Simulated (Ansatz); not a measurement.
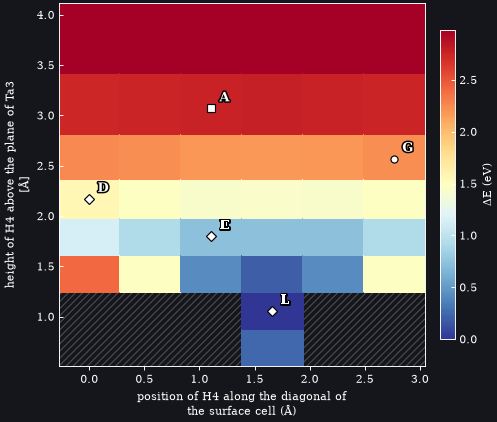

H on a Ta(110) slab cut from the Im-3m phase, its upper half relaxed before the scan (3 atoms of substrate and one adsorbate in a 1 × 1 cell). H is moved along a line over the surface and along the normal, above a rigid substrate. First axis: position of H4 along the diagonal of the surface cell, from above Ta3. Second axis: height of H4 above the plane of Ta3. The scan uses a 6 × 8 grid; 26 points were computed and 12 follow by symmetry. At 10 points there is no value (left out of the scan, as a rule where atoms come close). Points are written as (first, second). Energies are in eV, from the lowest grid point. Method: DFT PBE, scalar-relativistic, plane waves, PAW (Ansatz). Settings: cutoff 420 eV, k-mesh 10×10×1, gaussian smearing 0.1 eV, spin-polarised.

In the figure: one coloured cell a grid point, hatched blanks where no value was computed, lettered points.

**Is G the lowest point of the computed grid?**

No. G lies 2.23 eV above the lowest grid point, which is at (1.66 Å, 1.06 Å) [nearest 2 Ta at 1.97 Å].

**Rank the lettered points by energy, lowest first.**

L (0.00 eV), E (0.73 eV), D (1.56 eV), G (2.23 eV), A (2.77 eV).

PAW datasets: the set soft_1.
